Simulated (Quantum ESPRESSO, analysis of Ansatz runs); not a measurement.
# Migration in Al2O3 (R-3c): V_O hop (2.5 Å), charge 0 (Quantum ESPRESSO), part 2 of 3

How high is the barrier when O changes place in Al2O3 (R-3c)? The case: V_O hop (2.5 Å), charge 0, in a cell of 80 host atoms with 1 O taken out.

Quantum ESPRESSO 7.5; Quantum ESPRESSO plane-wave DFT, PBEsol, GBRV 1.5 PBEsol potentials; nudged elastic band between two relaxed defect structures.

So far: Set-up; Relaxation of the start point, charge 0.

## (3) Relaxation of the end point, charge 0

Level of this step: Quantum ESPRESSO plane-wave DFT, PBEsol, GBRV 1.5 PBEsol potentials; relaxation of all atoms of a defect supercell (Quantum ESPRESSO).

The end point is relaxed in the same cell and settings, so that the two energies compare. Atoms more than 3.2 Å from the middle of the hop start where the first relaxation left them, the nearer ones on or close to their ideal places, with small random displacements.

pw.in reads:

```
&CONTROL
  calculation = 'relax'
  prefix = 'pwscf'
  outdir = './tmp'
  pseudo_dir = './pseudo'
  tprnfor = .true.
  disk_io = 'low'
  nstep = 70
  forc_conv_thr = 0.0012
  etot_conv_thr = 0.0001
/
&SYSTEM
  ibrav = 0
  nat = 79
  ntyp = 2
  ecutwfc = 36
  ecutrho = 288
  nbnd = 193
  occupations = 'fixed'
  nosym = .true.
/
&ELECTRONS
  conv_thr = 8d-08
  electron_maxstep = 100
  mixing_beta = 0.5
/
&IONS
  ion_dynamics = 'bfgs'
/
ATOMIC_SPECIES
Al    26.9815 al_pbesol_v1.uspp.F.UPF
O     15.9990 o_pbesol_v1.2.uspp.F.UPF
CELL_PARAMETERS angstrom
   4.7750098375    2.7568532680    8.6755442391
  -4.7750098375    2.7568532680    8.6755442391
   0.0000000000   -5.5137065361    8.6755442391
ATOMIC_POSITIONS crystal
Al     0.3239907229    0.3249374524    0.3244546908
Al     0.4259733892    0.4270710318    0.4249870461
[... 13 atom lines left out ...]
O      0.4721281291    0.1255123090    0.7784718571
[... 24 atom lines left out ...]
Al     0.8241765761    0.3245478719    0.3227086622
[... 3 atom lines left out ...]
O      0.7220695708    0.0271248267    0.3747437036
O      0.9715206217    0.1252227381    0.2789891855
[... 5 atom lines left out ...]
Al     0.5731585369    0.0737408300    0.5738895478
Al     0.6753804133    0.1772030833    0.6754233777
O      0.7221565617    0.0277835221    0.8740677314
[... 2 atom lines left out ...]
O      0.8741183967    0.2226625631    0.5287562037
[... 3 atom lines left out ...]
Al     0.9263525644    0.9265657750    0.4247884696
[... 8 atom lines left out ...]
Al     0.8246724736    0.8228616016    0.8245832896
[... 8 atom lines left out ...]
O      0.6244206834    1.2787565439    0.4710949416
K_POINTS gamma
```

The run is started by

```sh
OMP_NUM_THREADS=1 mpirun -n 4 pw.x -in pw.in > pw.out
```

Log:

```text
[shortened: banners, details of potentials and solvers, and blank lines are left out]
[banner, memory and clock lines left out]
     gamma-point specific algorithms are used
     one sub-group per band group will be used
     bravais-lattice index     =            0
     lattice parameter (alat)  =      19.4252  a.u.
     unit-cell volume          =    4624.1563 (a.u.)^3
     number of atoms/cell      =           79
     number of atomic types    =            2
     number of electrons       =       378.00
     number of Kohn-Sham states=          193
     kinetic-energy cutoff     =      36.0000  Ry
     charge density cutoff     =     288.0000  Ry
     scf convergence threshold =      8.0E-08
     mixing beta               =       0.5000
     number of iterations used =            8  plain     mixing
     energy convergence thresh.=      1.0E-04
     force convergence thresh. =      1.2E-03
     Exchange-correlation= SLA  PW   PSX  PSC
                           (   1   4  10   8   0   0   0)
     nstep                     =           70
     crystal axes: (cart. coord. in units of alat)
               a(1) = (   0.464522   0.268192   0.843974 )
               a(2) = (  -0.464522   0.268192   0.843974 )
               a(3) = (   0.000000  -0.536384   0.843974 )
     PseudoPot. # 1 for Al read from file:
     al_pbesol_v1.uspp.F.UPF
     Pseudo is Ultrasoft + core correction, Zval =  3.0
[...]
PseudoPot. # 2 for O  read from file:
     o_pbesol_v1.2.uspp.F.UPF
     Pseudo is Ultrasoft + core correction, Zval =  6.0
[...]
atomic species   valence    mass     pseudopotential
     Al                3.00    26.98150     Al( 1.00)
     O                 6.00    15.99900     O ( 1.00)
     No symmetry found
     site n.     atom                  positions (alat units)
         1        Al     tau(   1) = (  -0.0004398   0.0000050   0.8215098  )
         2        Al     tau(   2) = (  -0.0005099   0.0008234   1.0786253  )
         3        Al     tau(   3) = (  -0.0001857   0.0000294   0.1871850  )
         4        Al     tau(   4) = (  -0.0020656  -0.0006254   0.4459966  )
         5        O      tau(   5) = (   0.0897425  -0.1340255   0.5273595  )
         6        O      tau(   6) = (   0.1608335   0.0110676   0.7386432  )
         7        O      tau(   7) = (  -0.1622645  -0.0117066   0.5272852  )
         8        O      tau(   8) = (   0.0708368   0.1451489   0.5271024  )
[...]
number of k points=     1
                       cart. coord. in units 2pi/alat
        k(    1) = (   0.0000000   0.0000000   0.0000000), wk =   2.0000000
     Dense  grid:   190929 G-vectors     FFT dimensions: ( 108, 108, 108)
     Smooth grid:    67502 G-vectors     FFT dimensions: (  75,  75,  75)
     starting charge     377.9246, renormalised to     378.0000
     Self-consistent Calculation
     iteration #  1     ecut=    36.00 Ry     beta= 0.50
     total energy              =   -1734.12214031 Ry
     estimated scf accuracy    <      15.00116504 Ry
     iteration #  2     ecut=    36.00 Ry     beta= 0.50
     total energy              =   -1738.52693622 Ry
     estimated scf accuracy    <       1.45170937 Ry
     iteration #  3     ecut=    36.00 Ry     beta= 0.50
     total energy              =   -1738.59377182 Ry
     estimated scf accuracy    <       0.15063694 Ry
[...]
estimated scf accuracy    <       0.00006460 Ry
     iteration #  8     ecut=    36.00 Ry     beta= 0.50
     total energy              =   -1738.63407158 Ry
     estimated scf accuracy    <       0.00000533 Ry
     iteration #  9     ecut=    36.00 Ry     beta= 0.50
     total energy              =   -1738.63407326 Ry
     estimated scf accuracy    <       0.00000014 Ry
     iteration # 10     ecut=    36.00 Ry     beta= 0.50
     End of self-consistent calculation
          k = 0.0000 0.0000 0.0000 (  8449 PWs)   bands (ev):
   -11.7512 -10.7938 -10.7457 -10.6612 -10.6458 -10.6184 -10.6149 -10.5986
   -10.5877 -10.5832 -10.5712 -10.3310  -9.9291  -9.9177  -9.8538  -9.7085
    -9.6900  -9.6270  -9.5192  -9.5041  -9.4550  -9.3898  -9.2689  -9.2351
    -9.2161  -9.1578  -9.1336  -9.1270  -9.1185  -9.1096  -9.1049  -9.0932
    -9.0405  -9.0187  -8.9942  -8.9788  -8.9760  -8.9706  -8.9580  -8.9523
    -8.9492  -8.9387  -8.7999  -8.7610  -8.7251  -8.7062  -8.6995   0.4582
     0.8675   0.8902   0.8941   0.9184   0.9470   0.9980   1.1509   1.2353
     1.2486   1.4511   1.5587   1.6474   1.7001   1.7303   1.7719   1.8400
[...]
15.2227
     highest occupied, lowest unoccupied level (ev):    10.1408   13.6942
!    total energy              =   -1738.63407326 Ry
     estimated scf accuracy    <       0.00000004 Ry
     The total energy is the sum of the following terms:
     one-electron contribution =    -325.04868684 Ry
     hartree contribution      =     435.88427855 Ry
     xc contribution           =    -486.02506298 Ry
     ewald contribution        =   -1363.44460200 Ry
     convergence has been achieved in  10 iterations
     Forces acting on atoms (cartesian axes, Ry/au):
     atom    1 type  1   force =     0.00762155   -0.00421283   -0.01256361
     atom    2 type  1   force =     0.00687716   -0.00403771    0.00531221
     atom    3 type  1   force =     0.00129293    0.00207540   -0.00133670
     atom    4 type  1   force =     0.01721841    0.00356727   -0.00153740
     atom    5 type  2   force =    -0.00064718    0.00094315    0.00075551
     atom    6 type  2   force =    -0.00128677   -0.00081181   -0.00079115
     atom    7 type  2   force =     0.00026888    0.00461880   -0.00086228
     atom    8 type  2   force =    -0.00334351   -0.00416857    0.00155094
[...]
Total force =     0.091547     Total SCF correction =     0.000124
     BFGS Geometry Optimization
     Energy error            =      8.4E-03 Ry
     Gradient error          =      3.3E-02 Ry/Bohr
     number of scf cycles    =   1
     number of bfgs steps    =   0
     energy             new  =   -1738.6340732580 Ry
     new trust radius        =       0.0395615171 bohr
     new conv_thr            =       0.0000000800 Ry
ATOMIC_POSITIONS (crystal)
Al               0.3240228212        0.3241249132        0.3244687961
Al               0.4263332961        0.4266687965        0.4253534001
Al               0.0738592968        0.0741157034        0.0737334877
Al               0.1745743175        0.1771128919        0.1766672759
O                0.2216010016        0.0284796368        0.3748182945
O                0.4716139218        0.1255222431        0.2780122513
O                0.0264676085        0.3757526723        0.2224918897
O                0.3743446370        0.2222212670        0.0280768558
[...]
Self-consistent Calculation
[...]
iteration #  3     ecut=    36.00 Ry     beta= 0.50
     total energy              =   -1738.64538574 Ry
     estimated scf accuracy    <       0.00000044 Ry
     iteration #  4     ecut=    36.00 Ry     beta= 0.50
     total energy              =   -1738.64538581 Ry
     estimated scf accuracy    <       0.00000004 Ry
     iteration #  5     ecut=    36.00 Ry     beta= 0.50
     total energy              =   -1738.64538581 Ry
     estimated scf accuracy    <          7.0E-09 Ry
     iteration #  6     ecut=    36.00 Ry     beta= 0.50
[...]
k = 0.0000 0.0000 0.0000 (  8449 PWs)   bands (ev):
   -11.7246 -10.7482 -10.7223 -10.6101 -10.6078 -10.5947 -10.5938 -10.5852
   -10.5762 -10.5655 -10.5367 -10.3749  -9.9149  -9.8936  -9.8403  -9.6697
    -9.6615  -9.6367  -9.5058  -9.4927  -9.4379  -9.3624  -9.2316  -9.2118
    -9.1766  -9.1285  -9.1162  -9.1126  -9.1043  -9.1012  -9.0945  -9.0556
    -9.0308  -8.9833  -8.9813  -8.9683  -8.9606  -8.9577  -8.9526  -8.9443
    -8.9376  -8.9282  -8.7710  -8.7379  -8.7039  -8.7003  -8.6834   0.4863
     0.9001   0.9119   0.9160   0.9411   0.9628   1.0239   1.1470   1.2672
     1.2708   1.4770   1.5616   1.6728   1.7186   1.7744   1.7782   1.8498
[...]
highest occupied, lowest unoccupied level (ev):     9.6769   13.6874
!    total energy              =   -1738.64538581 Ry
     estimated scf accuracy    <          3.9E-10 Ry
[...]
convergence has been achieved in   6 iterations
     Forces acting on atoms (cartesian axes, Ry/au):
     atom    1 type  1   force =     0.00031388   -0.00056615    0.00015370
     atom    2 type  1   force =    -0.00089318    0.00035914   -0.00018914
     atom    3 type  1   force =     0.00015485    0.00004533    0.00033130
     atom    4 type  1   force =     0.00026482   -0.00022134    0.00031989
     atom    5 type  2   force =     0.00055321    0.00031077    0.00041857
     atom    6 type  2   force =     0.00007917    0.00029239   -0.00021506
     atom    7 type  2   force =     0.00007477    0.00062344   -0.00008871
     atom    8 type  2   force =     0.00014576   -0.00012278    0.00019552
[...]
Total force =     0.004760     Total SCF correction =     0.000038
[...]
number of scf cycles    =   9
     number of bfgs steps    =   8
     energy             old  =   -1738.6453281018 Ry
     energy             new  =   -1738.6453858134 Ry
     CASE: energy            _new < energy            _old
     new trust radius        =       0.0027759099 bohr
[...]
ATOMIC_POSITIONS (crystal)
Al               0.3233769781        0.3242354670        0.3237478805
Al               0.4257989728        0.4264249358        0.4256735013
Al               0.0730130413        0.0720747996        0.0762792606
Al               0.1761060009        0.1758020287        0.1760541446
O                0.2221275403        0.0280778367        0.3748148891
O                0.4715667732        0.1252110473        0.2781975253
O                0.0280984636        0.3749021828        0.2220782714
O                0.3751978429        0.2218144135        0.0275682989
[...]
Self-consistent Calculation
     iteration #  1     ecut=    36.00 Ry     beta= 0.50
     total energy              =   -1738.64541570 Ry
     estimated scf accuracy    <       0.00001444 Ry
     iteration #  2     ecut=    36.00 Ry     beta= 0.50
     total energy              =   -1738.64541697 Ry
     estimated scf accuracy    <       0.00000156 Ry
     iteration #  3     ecut=    36.00 Ry     beta= 0.50
     total energy              =   -1738.64541719 Ry
     estimated scf accuracy    <       0.00000022 Ry
     iteration #  4     ecut=    36.00 Ry     beta= 0.50
     total energy              =   -1738.64541722 Ry
     estimated scf accuracy    <       0.00000002 Ry
     iteration #  5     ecut=    36.00 Ry     beta= 0.50
     total energy              =   -1738.64541722 Ry
     estimated scf accuracy    <          3.0E-09 Ry
     iteration #  6     ecut=    36.00 Ry     beta= 0.50
     End of self-consistent calculation
          k = 0.0000 0.0000 0.0000 (  8449 PWs)   bands (ev):
   -11.7246 -10.7477 -10.7229 -10.6103 -10.6071 -10.5947 -10.5937 -10.5858
   -10.5762 -10.5654 -10.5363 -10.3744  -9.9147  -9.8935  -9.8404  -9.6694
    -9.6612  -9.6378  -9.5056  -9.4923  -9.4375  -9.3625  -9.2315  -9.2117
    -9.1766  -9.1288  -9.1157  -9.1122  -9.1046  -9.1013  -9.0949  -9.0553
    -9.0314  -8.9835  -8.9812  -8.9676  -8.9607  -8.9577  -8.9521  -8.9450
    -8.9384  -8.9269  -8.7708  -8.7373  -8.7045  -8.6997  -8.6831   0.4862
     0.9006   0.9120   0.9155   0.9414   0.9628   1.0237   1.1470   1.2668
     1.2705   1.4774   1.5617   1.6732   1.7181   1.7751   1.7784   1.8498
[...]
14.9901
     highest occupied, lowest unoccupied level (ev):     9.6731   13.6876
!    total energy              =   -1738.64541722 Ry
     estimated scf accuracy    <          1.7E-10 Ry
     The total energy is the sum of the following terms:
     one-electron contribution =    -322.31086074 Ry
     hartree contribution      =     434.67495056 Ry
     xc contribution           =    -485.95839000 Ry
     ewald contribution        =   -1365.05111704 Ry
     convergence has been achieved in   6 iterations
     Forces acting on atoms (cartesian axes, Ry/au):
     atom    1 type  1   force =     0.00026202   -0.00019419    0.00015828
     atom    2 type  1   force =    -0.00080799    0.00021306   -0.00037687
     atom    3 type  1   force =    -0.00004293   -0.00026302    0.00024211
     atom    4 type  1   force =    -0.00011147   -0.00016724    0.00038743
     atom    5 type  2   force =     0.00034935    0.00031700    0.00023331
     atom    6 type  2   force =     0.00010015    0.00034392   -0.00004032
     atom    7 type  2   force =     0.00011614    0.00032667    0.00000684
     atom    8 type  2   force =     0.00003692   -0.00011986    0.00004518
[...]
Total force =     0.003512     Total SCF correction =     0.000028
     Energy error            =      3.1E-05 Ry
     Gradient error          =      9.3E-04 Ry/Bohr
     bfgs converged in  10 scf cycles and   9 bfgs steps
     (criteria: energy <  1.0E-04 Ry, force <  1.2E-03 Ry/Bohr)
     End of BFGS Geometry Optimization
     Final energy             =   -1738.6454172231 Ry
Begin final coordinates
ATOMIC_POSITIONS (crystal)
Al               0.3233769781        0.3242354670        0.3237478805
Al               0.4257989728        0.4264249358        0.4256735013
Al               0.0730130413        0.0720747996        0.0762792606
Al               0.1761060009        0.1758020287        0.1760541446
O                0.2221275403        0.0280778367        0.3748148891
O                0.4715667732        0.1252110473        0.2781975253
O                0.0280984636        0.3749021828        0.2220782714
O                0.3751978429        0.2218144135        0.0275682989
[...]
End final coordinates
```

It took 2.5 min on 4 MPI ranks of Arm Neoverse V2, shared host; peak memory 0.99 GiB; 10 min of CPU time.

Relaxation path:

```csv
step,energy less that of the first step (eV)
0,0.0000
1,-0.0801
2,-0.1200
3,-0.1344
4,-0.1444
5,-0.1491
6,-0.1518
7,-0.1531
8,-0.1539
9,-0.1543
```

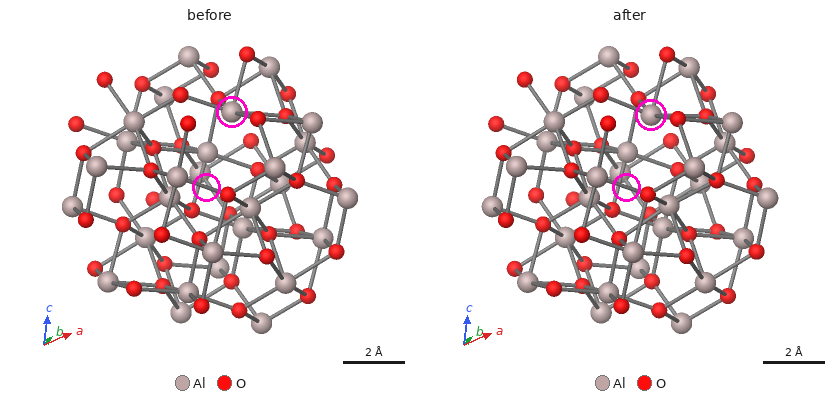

Before and after: the atoms that start within 5 Å of the centre. Al70, which moves most, is ringed if it is among them. A ring with no atom in it marks the empty centre.

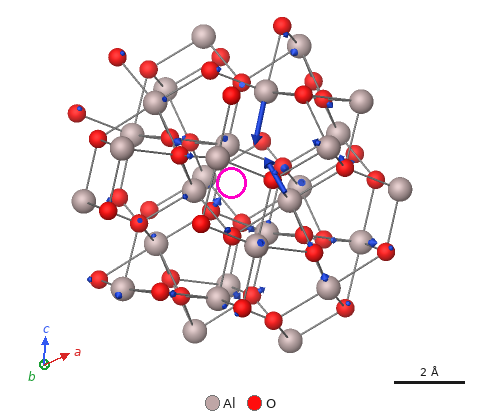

Displacements in the relaxation near the centre, exaggerated; the longest in the cell stands for 0.11 Å. A ring marks the centre wherever it is empty.

The atoms that moved most (Å):

```
atom      dx      dy      dz  length
Al70  -0.047   0.077  -0.055   0.106
Al61  -0.038  -0.081   0.055   0.105
 O79   0.023  -0.014   0.005   0.027
 Al4   0.023   0.006  -0.004   0.024
 O16   0.018   0.010  -0.010   0.023
 Al3   0.006  -0.021  -0.004   0.022
Al63   0.004   0.022   0.002   0.022
Al33  -0.015  -0.013   0.002   0.020
```

Neighbours of O79 at the end:

| atom | distance (Å) |
| --- | --- |
| Al41 | 1.865 |
| Al2 | 1.880 |
| Al53 | 1.965 |
| Al52 | 1.965 |
| O16 | 2.513 |
| O57 | 2.611 |
| O18 | 2.631 |
| O45 | 2.719 |
| O56 | 2.735 |
| O47 | 2.738 |
| O64 | 2.738 |

Read from the output:

| Property | Result |
| --- | --- |
| highest filled level | 9.673 eV |
| lowest empty level | 13.69 eV |
| r.m.s. move of the farther half of the atoms | 0.006003 Å |
| largest move from the ideal geometry of this structure, a common shift of the far atoms taken out | 0.09764 Å |

The relaxation gained 0.154 eV and ended with a largest force component of 0.024 eV/Å. The end lies within 1 meV of the start.

(Continued in part 3 of 3.)

[Logs are printed without paths, hosts, clocks, repeated set-up lines and the standing remarks that a program may print on its own settings, such as how far it seeks lower states.]

[Hosts, paths, dates, database ids (printed as entryN), source tags and the programs' standing remarks are cut or masked in the printed files.]
